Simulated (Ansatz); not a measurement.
**Two runs on Co**

System: Co (2 atoms in the cell).
Method of the first run: DFT, RPBE, plane waves (420 eV) with PAW, scalar-relativistic, no spin polarisation (Ansatz 0.2.0).

Text and figures count atoms from 1; the logs count them from 0 in places.

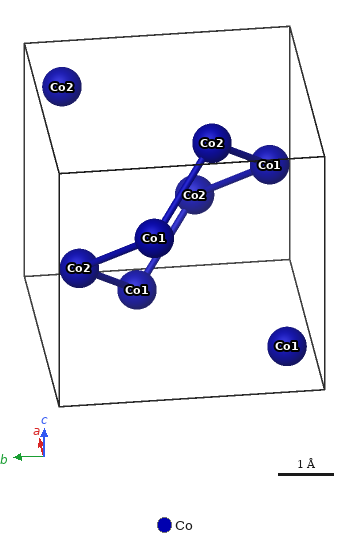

**Figure 1.** The structure as given in the input (ball-and-stick view of the cell 4 times as large as that of the calculation, set on its symmetry axes, seen at an oblique angle; atoms are numbered from 1 in the order of the input). Near neighbours in the crystal (not all of them lie inside the picture): Co has 4 Co at 2.12 Å.

**Input file, the first run**
```yaml
crystal:
  lattice:
    - [0.0, 2.4527638596, 2.4527638596]
    - [2.4527638596, 0.0, 2.4527638596]
    - [2.4527638596, 2.4527638596, 0.0]
  atoms:
    - { symbol: Co, position: [0.125, 0.125, 0.125] }
    - { symbol: Co, position: [0.875, 0.875, 0.875] }
hamiltonian:
  xc: rpbe
  pseudopotentials:
    kind: paw
    azcp:
      Co: "pseudopotentials/Co.paw.azcp"
basis:
  ecutwfc: 420
  fft_grid_basis: typed
kpoints:
  mp_grid: { grid: [12, 12, 12], shift: [0, 0, 0] }
magnetization:
  spin_polarized: false
scf:
  occupations: { method: fermi_dirac, width: 0.1 }
  lower_state_search: "off"
output:
  stress: true
  write_density: true
  write_potential: true
  elf: true
  volumetric_format: npy
```

Hardware: 2 threads of an Arm (aarch64) CPU, shared host.

**Output, shortened to warnings, some set-up lines, iterations and results (the first run)**
```
Basis set: ecut = 420 eV, 561 PW (Γ)
Symmetry: 48 space group operations
k-points: 72 of 1728
Initial density: superposition of atomic densities (neutral atoms: chi_scale 0, normalization atom), corrected by the library's trained network
[...]
SCF iter   1: F=—  HF=-10259.438311 eV  |F-HF|=—  |Δ(HF+E_count)|=         —  Δρ=1.99e-2  dr2=6.91e-2  ethr=1.77e-3  ⟨swp⟩=5.6  Hψ=5796  notcnv=0
SCF iter   2: F=—  HF=-10259.429515 eV  |F-HF|=—  |Δ(HF+E_count)|=   8.80e-3  Δρ=4.68e-3  dr2=4.85e-3  ethr=2.03e-4  ⟨swp⟩=2.9  Hψ=2825  notcnv=0
SCF iter   3: F=—  HF=-10259.428920 eV  |F-HF|=—  |Δ(HF+E_count)|=   5.95e-4  Δρ=1.89e-3  dr2=8.96e-4  ethr=1.43e-5  ⟨swp⟩=1.1  Hψ=1518  notcnv=0
SCF iter   4: F=—  HF=-10259.428894 eV  |F-HF|=—  |Δ(HF+E_count)|=   2.67e-5  Δρ=4.10e-4  dr2=1.90e-5  ethr=2.63e-6  ⟨swp⟩=2.0  Hψ=2108  notcnv=0
SCF iter   5: F=—  HF=-10259.428910 eV  |F-HF|=—  |Δ(HF+E_count)|=   1.67e-5  Δρ=8.69e-5  dr2=2.24e-6  ethr=5.59e-8  ⟨swp⟩=2.0  Hψ=2753  notcnv=0
SCF iter   6: F=—  HF=-10259.428911 eV  |F-HF|=—  |Δ(HF+E_count)|=   4.12e-7  Δρ=2.65e-5  dr2=2.08e-7  ethr=6.58e-9  ⟨swp⟩=2.0  Hψ=1878  notcnv=0
SCF iter   7: F=-10259.428911 eV  HF=-10259.428911 eV  |F-HF|=5.56e-9  |Δ(HF+E_count)|=   1.59e-8  Δρ=6.02e-6  dr2=7.89e-9  ethr=2.94e-10  ⟨swp⟩=8.1  Hψ=9616  notcnv=0
SCF 1 converged in 7 iterations: F = -10259.428911 eV  dr2 = 7.89e-9
SCF converged after 7 iterations
Free energy (F): -10259.428911 eV
Harris-Foulkes:  -10259.428911 eV  (|F-HF|=5.56e-9)
Internal energy: -10259.290212 eV  (E = F + TS)
E sigma→0 (E₀):  -10259.359561 eV
Entropy (-TS):   -0.138699 eV (-69.349 meV/atom)
Fermi energy:    12.742621 eV
--- Per-component energies (eV) ---
  E_band       = -693.044698
  E_kinetic    = 912.649718
  E_local      = -7181.986605  (includes V_loc(G=0)·N_el)
  E_nonlocal   = 912.285040
  E_hartree    = 3031.132223
  E_xc         = -316.837571
  E_vxc        = -408.010354  (∫ρ·V_xc dr)
  E_paw        = -3046.667805  (= ΣΔE_a)
  E_vpaw       = -990.248404  (= ΣTr[D̂ρ^β])
  E_aug_tail   = 0.000163  (compensation charges beyond the density's cutoff)
  E_ewald      = -4569.772736
  E_core_change = -0.092639  (= ΣΔE_core)
  E_smearing   = -0.138699  (= −TS)
  E_closure    = 0.000000  (closes the sum)
  Σ components = -10259.428911   (vs F -10259.428911, Δ=0.00e0)
--- Stress (GPa, compression-positive) ---
        5.308211      -0.000000       0.000000
        0.000000       5.308211       0.000000
       -0.000000       0.000000       5.308211
  P = ⅓ Tr σ = 5.3082 GPa (53.082 kbar)
```

For the second run the input was changed thus:
```diff
-    - [0.0, 2.4527638596, 2.4527638596]
-    - [2.4527638596, 0.0, 2.4527638596]
-    - [2.4527638596, 2.4527638596, 0.0]
+    - [0.0, 2.4863675403, 2.4863675403]
+    - [2.4863675403, 0.0, 2.4863675403]
+    - [2.4863675403, 2.4863675403, 0.0]
```

How does the second run compare with the first run?

With the same functional and potentials, the second run lies 9.8 meV per atom lower. The pressure goes from 5.31 to 0.00 GPa. The volume per atom goes from 14.76 to 15.37 Å³. The cell is scaled evenly with the atoms at fixed fractional positions, so −ΔP/Δ ln V estimates the bulk modulus midway between the two volumes: about 130 GPa. The number of SCF iterations is the same. The plane waves at Γ go from 561 to 609.

**Output, shortened to warnings, some set-up lines, iterations and results (the second run)**
```
Basis set: ecut = 420 eV, 609 PW (Γ)
Symmetry: 48 space group operations
k-points: 72 of 1728
Initial density: superposition of atomic densities (neutral atoms: chi_scale 0, normalization atom), corrected by the library's trained network
[...]
SCF iter   1: F=—  HF=-10259.457435 eV  |F-HF|=—  |Δ(HF+E_count)|=         —  Δρ=1.96e-2  dr2=6.98e-2  ethr=1.77e-3  ⟨swp⟩=5.6  Hψ=5810  notcnv=0
SCF iter   2: F=—  HF=-10259.448829 eV  |F-HF|=—  |Δ(HF+E_count)|=   8.61e-3  Δρ=4.57e-3  dr2=4.75e-3  ethr=2.05e-4  ⟨swp⟩=2.9  Hψ=2831  notcnv=0
SCF iter   3: F=—  HF=-10259.448414 eV  |F-HF|=—  |Δ(HF+E_count)|=   4.15e-4  Δρ=1.84e-3  dr2=8.75e-4  ethr=1.40e-5  ⟨swp⟩=1.1  Hψ=1517  notcnv=0
SCF iter   4: F=—  HF=-10259.448424 eV  |F-HF|=—  |Δ(HF+E_count)|=   9.43e-6  Δρ=3.80e-4  dr2=1.68e-5  ethr=2.57e-6  ⟨swp⟩=2.1  Hψ=2105  notcnv=0
SCF iter   5: F=—  HF=-10259.448450 eV  |F-HF|=—  |Δ(HF+E_count)|=   2.62e-5  Δρ=8.02e-5  dr2=1.84e-6  ethr=4.95e-8  ⟨swp⟩=2.0  Hψ=2755  notcnv=0
SCF iter   6: F=—  HF=-10259.448451 eV  |F-HF|=—  |Δ(HF+E_count)|=   7.05e-7  Δρ=2.62e-5  dr2=1.96e-7  ethr=5.40e-9  ⟨swp⟩=2.0  Hψ=1989  notcnv=0
SCF iter   7: F=-10259.448451 eV  HF=-10259.448451 eV  |F-HF|=3.59e-9  |Δ(HF+E_count)|=   4.94e-9  Δρ=5.03e-6  dr2=6.02e-9  ethr=2.94e-10  ⟨swp⟩=8.0  Hψ=9613  notcnv=0
SCF 1 converged in 7 iterations: F = -10259.448451 eV  dr2 = 6.02e-9
SCF converged after 7 iterations
Free energy (F): -10259.448451 eV
Harris-Foulkes:  -10259.448451 eV  (|F-HF|=3.59e-9)
Internal energy: -10259.300959 eV  (E = F + TS)
E sigma→0 (E₀):  -10259.374705 eV
Entropy (-TS):   -0.147492 eV (-73.746 meV/atom)
Fermi energy:    12.036251 eV
--- Per-component energies (eV) ---
  E_band       = -713.700840
  E_kinetic    = 910.683379
  E_local      = -7283.041590  (includes V_loc(G=0)·N_el)
  E_nonlocal   = 912.030033
  E_hartree    = 3071.372442
  E_xc         = -316.153327
  E_vxc        = -407.049009  (∫ρ·V_xc dr)
  E_paw        = -3046.087925  (= ΣΔE_a)
  E_vpaw       = -989.069216  (= ΣTr[D̂ρ^β])
  E_aug_tail   = 0.000149  (compensation charges beyond the density's cutoff)
  E_ewald      = -4508.011479
  E_core_change = -0.092639  (= ΣΔE_core)
  E_smearing   = -0.147492  (= −TS)
  E_closure    = -0.000000  (closes the sum)
  Σ components = -10259.448451   (vs F -10259.448451, Δ=0.00e0)
--- Stress (GPa, compression-positive) ---
       -0.003537       0.000000      -0.000000
       -0.000000      -0.003537      -0.000000
        0.000000      -0.000000      -0.003537
  P = ⅓ Tr σ = -0.0035 GPa (-0.035 kbar)
```

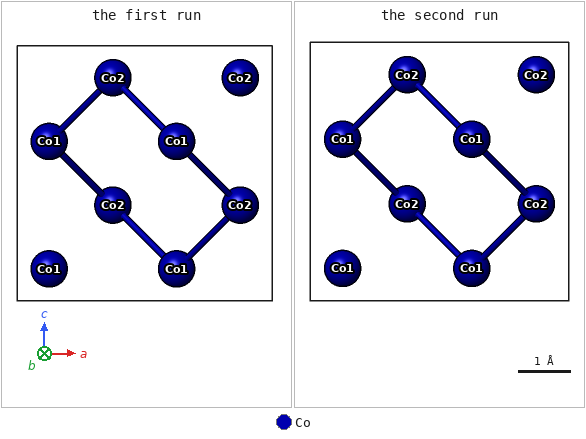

**Figure 2.** The two input geometries at one scale (ball-and-stick view of the cell 4 times as large as that of the calculation, set on its symmetry axes, along the b axis). The atoms keep their places relative to the cell (all moves are under 0.005 Å). The drawn cell changes as follows: a = b = c 4.906 → 4.973 Å (+1.4 %); the volume changes by +4.2 %. Among the contacts that change: Co1–Co2 2.124 → 2.153 Å.

**The two runs side by side**

```tsv
quantity	the first run	the second run
outcome	converged	converged
free energy per atom (eV)	−5129.7145	−5129.7242
energy per atom, smearing taken to zero (eV)	−5129.6798	−5129.6874
pressure (GPa)	5.31	0.00
volume per atom (Å³)	14.76	15.37
SCF iterations	7	7
irreducible k-points	72	72
plane waves at Γ	561	609
wall time (shared host)	1.3 s	1.3 s
```

For both runs: The run has no spin polarisation, so a magnetic state may lie lower. For the first run: The cell is under a pressure of 5.3 GPa at this level, so it is not at its equilibrium volume.
